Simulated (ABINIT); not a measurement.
**Geometry relaxation, with input and output: Sn (part 2 of 2)**

Sn (Fd-3m, 2 atoms in the cell); Kohn-Sham DFT of a periodic cell, LDA, PseudoDojo NC SR LDA v0.4.1 standard, no spin polarisation (ABINIT 10.8.3); cutoff 979.61 eV, 5×5×5 k-mesh, fermi-dirac of 0.05 eV. The structure derives from an entry of the Crystallography Open Database.

What the program printed, continued:
```
 ------------------------------------------------
 Atom  Sphere_radius  Integrated_density
    1        2.00000         10.56608343
    2        2.00000         10.57388656

---OUTPUT-----------------------------------------------------------------------

 Cartesian coordinates (xcart) [bohr]
  9.16844158717357E+00  9.16844158717357E+00  9.16844158717357E+00
  6.11229439144905E+00  6.11229439144905E+00  6.11229439144905E+00
 Reduced coordinates (xred)
  7.50000000000000E-01  7.50000000000000E-01  7.50000000000000E-01
  5.00000000000000E-01  5.00000000000000E-01  5.00000000000000E-01
 Cartesian forces (fcart) [Ha/bohr]; max,rms= 5.59266E-31 3.74220E-31 (free atoms)
 -1.29061340095891E-31  5.59265807082194E-31 -3.01143126890412E-31
  1.29061340095891E-31 -5.59265807082194E-31  3.01143126890412E-31
 Gradient of E wrt nuclear positions in reduced coordinates (gred)
 -1.57772181044202E-30  2.62953635073671E-30 -2.62953635073671E-30
  1.57772181044202E-30 -2.62953635073671E-30  2.62953635073671E-30
 Scale of Primitive Cell (acell) [bohr]
  8.64408962560424E+00  8.64408962560424E+00  8.64408962560424E+00
 Real space primitive translations (rprimd) [bohr]
  0.00000000000000E+00  6.11229439144904E+00  6.11229439144904E+00
  6.11229439144904E+00  0.00000000000000E+00  6.11229439144904E+00
  6.11229439144904E+00  6.11229439144904E+00  0.00000000000000E+00
 Unitary Cell Volume (ucvol) [Bohr^3]=  4.56712381716995E+02
 Angles (23,13,12)= [degrees]
  6.00000000000000E+01  6.00000000000000E+01  6.00000000000000E+01
 Lengths [Bohr]
  8.64408962560424E+00  8.64408962560424E+00  8.64408962560424E+00
 Stress tensor in cartesian coordinates (strten) [Ha/bohr^3]
 -1.01131321271312E-05  0.00000000000000E+00  0.00000000000000E+00
  0.00000000000000E+00 -1.01131321271347E-05  0.00000000000000E+00
  0.00000000000000E+00  0.00000000000000E+00 -1.01131321271347E-05
 Total energy (etotal) [Ha]= -1.57154314558928E+02

 Difference of energy with previous step (new-old):
           Absolute (Ha)=-5.30760E-06
           Relative     =-3.37732E-08

--- Iteration: ( 3/50) Internal Cycle: (1/1)
--------------------------------------------------------------------------------

---SELF-CONSISTENT-FIELD CONVERGENCE--------------------------------------------

--- !BeginCycle
iteration_state: {dtset: 1, itime: 3, icycle: 1, }
solver: {iscf: 7, nstep: 80, nline: 4, wfoptalg: 0, }
tolerances: {tolvrs: 1.00E-12, }
...

     iter   Etot(hartree)      deltaE(h)  residm     vres2
 ETOT  1  -157.15334056453    -1.572E+02 6.430E-07 1.802E+01
 ETOT  2  -157.15427137855    -9.308E-04 5.578E-07 8.608E-01
 ETOT  3  -157.15431854278    -4.716E-05 7.297E-07 2.159E-01
 ETOT  4  -157.15432933473    -1.079E-05 4.446E-07 4.689E-03
 ETOT  5  -157.15432957495    -2.402E-07 7.174E-08 2.385E-05
 ETOT  6  -157.15432957539    -4.420E-10 9.701E-10 2.347E-07
 ETOT  7  -157.15432957540    -7.503E-12 2.145E-10 2.773E-09
 ETOT  8  -157.15432957540     2.018E-12 4.592E-12 1.052E-11
 ETOT  9  -157.15432957540    -5.286E-12 1.885E-12 5.055E-14

 At SCF step    9       vres2   =  5.06E-14 < tolvrs=  1.00E-12 =>converged.

 Cartesian components of stress tensor (hartree/bohr^3)
  sigma(1 1)= -1.52111852E-07  sigma(3 2)=  0.00000000E+00
  sigma(2 2)= -1.52111852E-07  sigma(3 1)=  0.00000000E+00
  sigma(3 3)= -1.52111852E-07  sigma(2 1)=  0.00000000E+00

--- !ResultsGS
iteration_state: {dtset: 1, itime: 3, icycle: 1, }
comment   : Summary of ground state results
lattice_vectors:
- [  0.0000000,   6.1253940,   6.1253940, ]
- [  6.1253940,   0.0000000,   6.1253940, ]
- [  6.1253940,   6.1253940,   0.0000000, ]
lattice_lengths: [   8.66262,    8.66262,    8.66262, ]
lattice_angles: [ 60.000,  60.000,  60.000, ] # degrees, (23, 13, 12)
lattice_volume:   4.5965509E+02
convergence: {deltae: -5.286E-12, res2:  5.055E-14, residm:  1.885E-12, diffor: null, }
etotal    :  -1.57154330E+02
entropy   :   0.00000000E+00
fermie    :   1.41205857E-01
cartesian_stress_tensor: # hartree/bohr^3
- [ -1.52111852E-07,   0.00000000E+00,   0.00000000E+00, ]
- [  0.00000000E+00,  -1.52111852E-07,   0.00000000E+00, ]
- [  0.00000000E+00,   0.00000000E+00,  -1.52111852E-07, ]
pressure_GPa:   4.4753E-03
xred      :
- [  7.5000E-01,   7.5000E-01,   7.5000E-01, Sn]
- [  5.0000E-01,   5.0000E-01,   5.0000E-01, Sn]
cartesian_forces: # hartree/bohr
- [ -8.58568888E-31,   1.71713778E-31,  -1.03028267E-30, ]
- [  8.58568888E-31,  -1.71713778E-31,   1.03028267E-30, ]
force_length_stats: {min:   1.35207564E-30, max:   1.35207564E-30, mean:   1.35207564E-30, }
...

 Integrated electronic density in atomic spheres:
 ------------------------------------------------
 Atom  Sphere_radius  Integrated_density
    1        2.00000         10.57805644
    2        2.00000         10.57695317

---OUTPUT-----------------------------------------------------------------------

 Cartesian coordinates (xcart) [bohr]
  9.18809097341940E+00  9.18809097341940E+00  9.18809097341940E+00
  6.12539398227960E+00  6.12539398227960E+00  6.12539398227960E+00
 Reduced coordinates (xred)
  7.50000000000000E-01  7.50000000000000E-01  7.50000000000000E-01
  5.00000000000000E-01  5.00000000000000E-01  5.00000000000000E-01
 Cartesian forces (fcart) [Ha/bohr]; max,rms= 1.03028E-30 7.80621E-31 (free atoms)
 -8.58568888252347E-31  1.71713777650469E-31 -1.03028266590282E-30
  8.58568888252347E-31 -1.71713777650469E-31  1.03028266590282E-30
 Gradient of E wrt nuclear positions in reduced coordinates (gred)
  5.25907270147341E-30  1.15699599432415E-29  4.20725816117873E-30
 -5.25907270147341E-30 -1.15699599432415E-29 -4.20725816117873E-30
 Scale of Primitive Cell (acell) [bohr]
  8.66261524461835E+00  8.66261524461835E+00  8.66261524461835E+00
 Real space primitive translations (rprimd) [bohr]
  0.00000000000000E+00  6.12539398227960E+00  6.12539398227960E+00
  6.12539398227960E+00  0.00000000000000E+00  6.12539398227960E+00
  6.12539398227960E+00  6.12539398227960E+00  0.00000000000000E+00
 Unitary Cell Volume (ucvol) [Bohr^3]=  4.59655094903281E+02
 Angles (23,13,12)= [degrees]
  6.00000000000000E+01  6.00000000000000E+01  6.00000000000000E+01
 Lengths [Bohr]
  8.66261524461835E+00  8.66261524461835E+00  8.66261524461835E+00
 Stress tensor in cartesian coordinates (strten) [Ha/bohr^3]
 -1.52111851741202E-07  0.00000000000000E+00  0.00000000000000E+00
  0.00000000000000E+00 -1.52111851742937E-07  0.00000000000000E+00
  0.00000000000000E+00  0.00000000000000E+00 -1.52111851748141E-07
 Total energy (etotal) [Ha]= -1.57154329575404E+02

 Difference of energy with previous step (new-old):
           Absolute (Ha)=-1.50165E-05
           Relative     =-9.55524E-08

 At Broyd/MD step   3, gradients are converged :
  max grad (force/stress) = 1.5211E-05 < tolmxf= 2.0000E-05 ha/bohr (free atoms)

================================================================================

 ----iterations are completed or convergence reached----

 Mean square residual over all n,k,spin=   12.168E-15; max=  18.846E-13
 reduced coordinates (array xred) for    2 atoms
       0.750000000000      0.750000000000      0.750000000000
       0.500000000000      0.500000000000      0.500000000000
 rms dE/dt=  8.8419E-30; max dE/dt=  1.6829E-29; dE/dt below (all hartree)
    1       0.000000000000      0.000000000000      0.000000000000
    2      -0.000000000000     -0.000000000000      0.000000000000

 cartesian coordinates (angstrom) at end:
    1      4.86212835153859     4.86212835153858     4.86212835153859
    2      3.24141890102572     3.24141890102572     3.24141890102572

 cartesian forces (hartree/bohr) at end:
    1     -0.00000000000000     0.00000000000000    -0.00000000000000
    2      0.00000000000000    -0.00000000000000     0.00000000000000
 frms,max,avg= 7.8062123E-31 1.0302827E-30   0.000E+00  0.000E+00  0.000E+00 h/b

 cartesian forces (eV/Angstrom) at end:
    1     -0.00000000000000     0.00000000000000    -0.00000000000000
    2      0.00000000000000    -0.00000000000000     0.00000000000000
 frms,max,avg= 4.0141158E-29 5.2979265E-29   0.000E+00  0.000E+00  0.000E+00 e/A
 length scales=  8.662615244618  8.662615244618  8.662615244618 bohr
              =  4.584058571163  4.584058571163  4.584058571163 angstroms
 Fermi (or HOMO) energy (hartree) =   0.14121   Average Vxc (hartree)=  -0.34583
 Eigenvalues (hartree) for nkpt=  10  k points:
 kpt#   1, nband= 18, wtk=  0.00800, kpt=  0.0000  0.0000  0.0000 (reduced coord)
  -0.64971   -0.64971   -0.64971   -0.64746   -0.64746   -0.63590   -0.63590   -0.63590
  -0.63556   -0.63556   -0.24758    0.11485    0.14844    0.14844    0.14844    0.22447
   0.22447    0.22447
      occupation numbers for kpt#   1
   2.00000    2.00000    2.00000    2.00000    2.00000    2.00000    2.00000    2.00000
   2.00000    2.00000    2.00000    2.00000    0.03836    0.03836    0.03836    0.00000
   0.00000    0.00000
 prteigrs : prtvol=0 or 1, do not print more k-points.

--- !EnergyTerms
iteration_state     : {dtset: 1, itime: 3, icycle: 1, }
comment             : Components of total free energy in Hartree
kinetic             :  9.34784502457949E+01
hartree             :  4.35698576292190E+01
xc                  : -4.34082119934561E+01
Ewald energy        : -8.61832250877413E+01
psp_core            :  3.95714829900045E+00
local_psp           : -1.24242090852843E+02
non_local_psp       : -4.43261165186879E+01
internal            : -1.57154188278714E+02
'-kT*entropy'       : -1.41296690106854E-04
total_energy        : -1.57154329575405E+02
total_energy_eV     : -4.27638716230453E+03
band_energy         : -1.30717036067709E+01
...

 Cartesian components of stress tensor (hartree/bohr^3)
  sigma(1 1)= -1.52111852E-07  sigma(3 2)=  0.00000000E+00
  sigma(2 2)= -1.52111852E-07  sigma(3 1)=  0.00000000E+00
  sigma(3 3)= -1.52111852E-07  sigma(2 1)=  0.00000000E+00

-Cartesian components of stress tensor (GPa)         [Pressure=  4.4753E-03 GPa]
- sigma(1 1)= -4.47528519E-03  sigma(3 2)=  0.00000000E+00
- sigma(2 2)= -4.47528519E-03  sigma(3 1)=  0.00000000E+00
- sigma(3 3)= -4.47528519E-03  sigma(2 1)=  0.00000000E+00

== END DATASET(S) ==============================================================
================================================================================

 -outvars: echo values of variables after computation  --------
            acell      8.6626152446E+00  8.6626152446E+00  8.6626152446E+00 Bohr
           etotal     -1.5715432958E+02
            fcart     -8.5856888825E-31  1.7171377765E-31 -1.0302826659E-30
                       8.5856888825E-31 -1.7171377765E-31  1.0302826659E-30
            rprim      0.0000000000E+00  7.0710678119E-01  7.0710678119E-01
                       7.0710678119E-01  0.0000000000E+00  7.0710678119E-01
                       7.0710678119E-01  7.0710678119E-01  0.0000000000E+00
           strten     -1.5211185174E-07 -1.5211185174E-07 -1.5211185175E-07
                       0.0000000000E+00  0.0000000000E+00  0.0000000000E+00
           xangst      4.8621283515E+00  4.8621283515E+00  4.8621283515E+00
                       3.2414189010E+00  3.2414189010E+00  3.2414189010E+00
             xred      7.5000000000E-01  7.5000000000E-01  7.5000000000E-01
                       5.0000000000E-01  5.0000000000E-01  5.0000000000E-01
 Calculation completed.
```

Trajectory as extended XYZ (Å, eV, eV/Å), 3 frames, from step=0 to step=2:
```
2
Lattice="0.0000 3.2333 3.2333 3.2333 0.0000 3.2333 3.2333 3.2333 0.0000" Properties=species:S:1:pos:R:3:forces:R:3 step=0 energy=-4276.38661
Sn    4.8500    4.8500    4.8500    0.0000   0.0000   0.0000
Sn    3.2333    3.2333    3.2333    0.0000   0.0000   0.0000
2
Lattice="0.0000 3.2345 3.2345 3.2345 0.0000 3.2345 3.2345 3.2345 0.0000" Properties=species:S:1:pos:R:3:forces:R:3 step=1 energy=-4276.38675
Sn    4.8517    4.8517    4.8517    0.0000   0.0000   0.0000
Sn    3.2345    3.2345    3.2345    0.0000   0.0000   0.0000
2
Lattice="0.0000 3.2414 3.2414 3.2414 0.0000 3.2414 3.2414 3.2414 0.0000" Properties=species:S:1:pos:R:3:forces:R:3 step=2 energy=-4276.38716
Sn    4.8621    4.8621    4.8621    0.0000   0.0000   0.0000
Sn    3.2414    3.2414    3.2414    0.0000   0.0000   0.0000
```

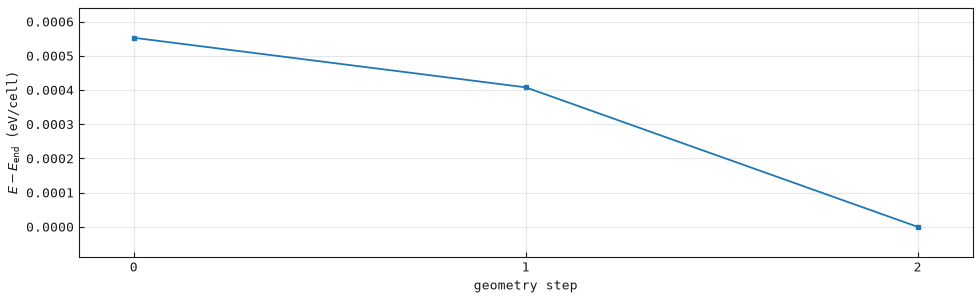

**Figure 1.** Progress of the relaxation, step by step (steps are counted from 0). No atom moves by more than 0.005 Å relative to the cell. Cell: a = b = c 6.467 → 6.483 Å (+0.2 %). Volume +0.8 %. Among the contacts that change: Sn1–Sn2 2.800 → 2.807 Å. The space group stays Fd-3m (No. 227). After 2 geometry steps the energy has fallen by 0.6 meV per cell of the calculation. All forces vanish by symmetry, so only the cell relaxes. (Atoms are counted from 1 in the order of the input.)

This output came from the following input.

The input:
```
# Pseudopotentials
pp_dirpath "./"
pseudos "Sn.upf"

# Structure
acell 3*1.0 Angstrom
rprim
     0.0000000000     3.2333428000     3.2333428000
     3.2333428000     0.0000000000     3.2333428000
     3.2333428000     3.2333428000     0.0000000000
ntypat 1
znucl 50
natom 2
typat 1 1
chkprim 0
chksymtnons 0
tolsym 1.0e-6
xred
            3/4            3/4            3/4
            1/2            1/2            1/2

# Plane-wave basis
ecut 36.0
ecutsm 0.5

# k points
kptopt 1
ngkpt 5 5 5
nshiftk 1
shiftk 0.0 0.0 0.0

# Exchange and correlation
ixc 7

# Bands and occupations
nband 18
occopt 3
tsmear 0.00183747

# SCF cycle
nstep 80
tolvrs 1.0e-12

# Output
iomode 3
prteig 0
prtebands 0
prtwf 0
prtden 0

# Relaxation
ionmov 2
optcell 2
ntime 50
tolmxf 2.0e-5
dilatmx 1.08
```

Run as:
```bash
mpirun --bind-to none -np 4 abinit run.abi > log 2>&1
```

Key numbers:

- outcome: converged
- space group (tolerance 0.01 Å): Fd-3m (227)
- electrons treated: 28
- free energy: −4276.3872 eV
- Fermi energy: 3.842 eV
- gap on the k-point mesh: none (metallic)
- pressure: 0.00 GPa
- final volume: 68.11 Å³
- largest force (length of the vector) at the end: under 0.001 eV/Å
- final cell: a = 4.584 Å, b = 4.584 Å, c = 4.584 Å, α = 60.00°, β = 60.00°, γ = 60.00°
- hardware: 4 threads of Arm Neoverse V2, 24 GiB of memory available, shared host
- wall time: 33 s (CPU time 2.2 min)
- peak memory: 0.4 GiB
